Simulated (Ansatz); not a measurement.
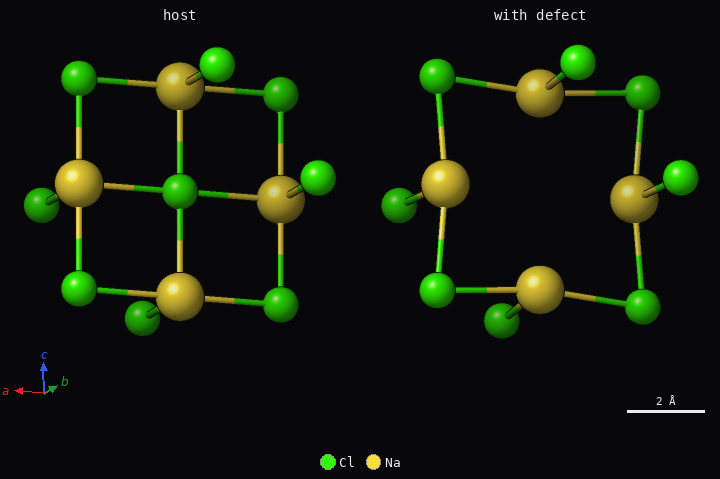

Left: perfect NaCl. Right: the same region with one point defect, after relaxing the atoms in a supercell of 64 sites. The picture is a ball-and-stick view of the atoms within 4.6 Å of one point, in a slice 5.0 Å thick across the line of sight, seen from a free direction.

The calculation used Ansatz 0.2.0, DFT, PBEsol, PAW, plane waves. (plane-wave cutoff 420 eV; k-point mesh 1 × 1 × 1; mesh shifted by (0.25, 0.25, 0.25); no spin polarisation) Fermi-Dirac smearing of 0.01 eV. A uniform background neutralises the charged cell. The axes drawn are those of the host's conventional cell.

Which defect is it?

Answer. A chlorine atom is taken out (a vacancy).

The charge state of the cell is −1.

How does the lattice respond?

Answer. Around the empty Cl site the host had 6 Na at 2.80 Å; after relaxation the nearest atoms are 6 Na at 2.61 to 2.62 Å. Of the host's atoms, a sodium atom moves furthest from its site, by 0.19 Å.

Limits of the set-up: the cell is charged, on a uniform background, and energies carry no finite-size correction.
